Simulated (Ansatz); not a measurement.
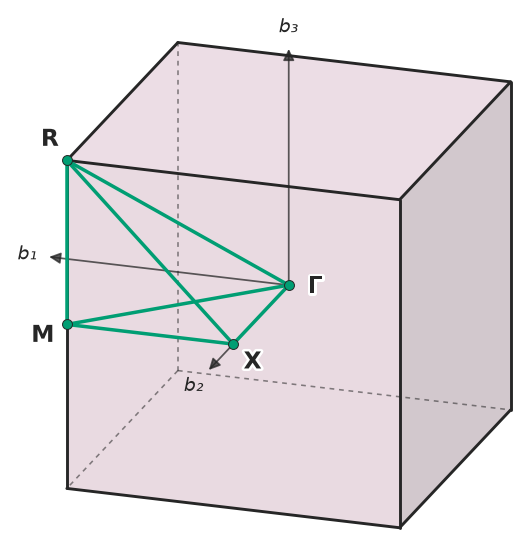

The first Brillouin zone and its special points. Crystal: Ag, coordinates from a relaxation with DFT, revPBE, plane waves (420 eV) with PAW, scalar-relativistic in Ansatz 0.2.0; the starting structure was generated, so it need not be a known form of this composition. The drawing is computed from the coordinates (standard cell, symmetry found to 0.002 Å).

Space group Pm-3n (No. 223); a = 5.341 Å, b = 5.341 Å, c = 5.341 Å, α = 90.00°, β = 90.00°, γ = 90.00°.

Labels and path follow the convention of Hinuma et al. (2017), as computed by seekpath; the arrows show the directions of the reciprocal primitive vectors b₁, b₂, b₃, in which coordinates are given; lengths include the factor 2π.

**List the special points with their coordinates and distances from Γ.**

```
point   k₁   k₂   k₃  length of k (1/Å)
    Γ    0    0    0              0.000
    R  1/2  1/2  1/2              1.019
    M  1/2  1/2    0              0.832
    X    0  1/2    0              0.588
```

**What is the zone's volume?**

(2π)³ over the primitive cell's volume of 152.36 Å³: 1.63 Å⁻³.
